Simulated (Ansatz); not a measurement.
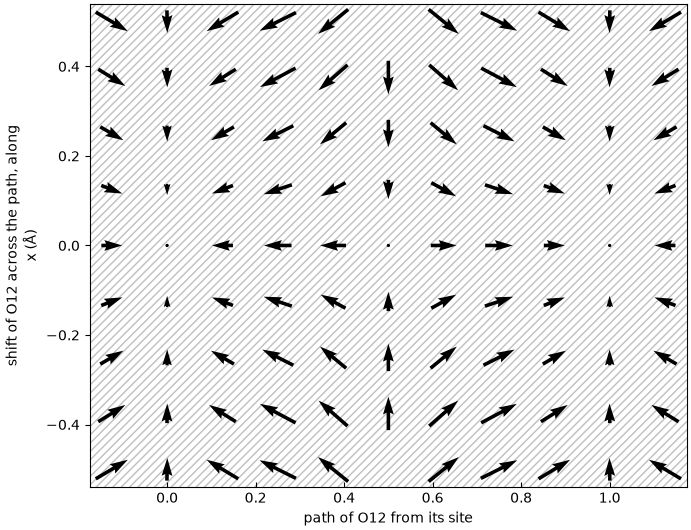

HfO₂ (Fm-3m phase) with one O vacancy (14 atoms in the cell, cell charge +2). An atom moved over a plane that holds its own site and a neighbouring vacancy (x along [−1 −3 0], y along [3 −1 0], z along [0 0 1] of the conventional cell). The first coordinate is: path of O12 from its site (0) to the vacancy (1), 2.522 Å; the second: shift of O12 across the path, along x. Nothing is relaxed (all other atoms held at the sites of the perfect crystal). The grid has 11 × 9 points; 28 points were computed and 69 follow by symmetry. At 2 points there is no value (left out of the scan, as a rule where atoms come close). Points are written as (first, second). The band gap closes in part of the range. The cell is charged on a uniform background, without a charge correction. Theory: DFT PBEsol, scalar-relativistic, plane waves, PAW in Ansatz. Settings: cutoff 420 eV, k-mesh 4×4×4, gaussian smearing 0.05 eV, no spin polarisation.

The picture shows arrows along the force (downhill), their lengths compressed, hatched blanks where no value was computed.

The arrows alone are given. Where are the wells?

The arrows converge at (0.000, 0.000 Å) [nearest 4 Hf at 2.18 Å]; (1.000, 0.000 Å) [nearest 4 Hf at 2.18 Å] (read from the interpolated surface).

The energy map of the same scan:

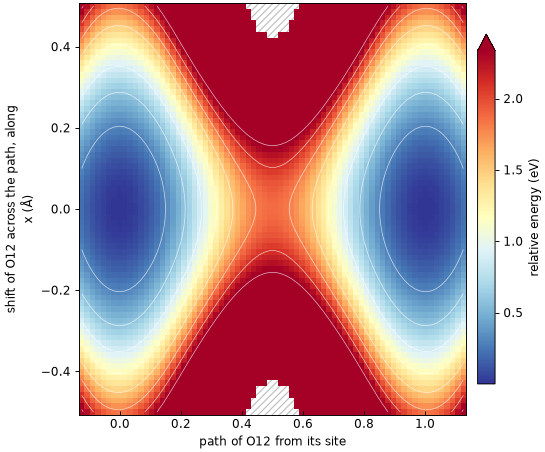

Energies are in eV, from the lowest grid point; between grid points the surface is interpolated.

PAW datasets: the set soft_1.
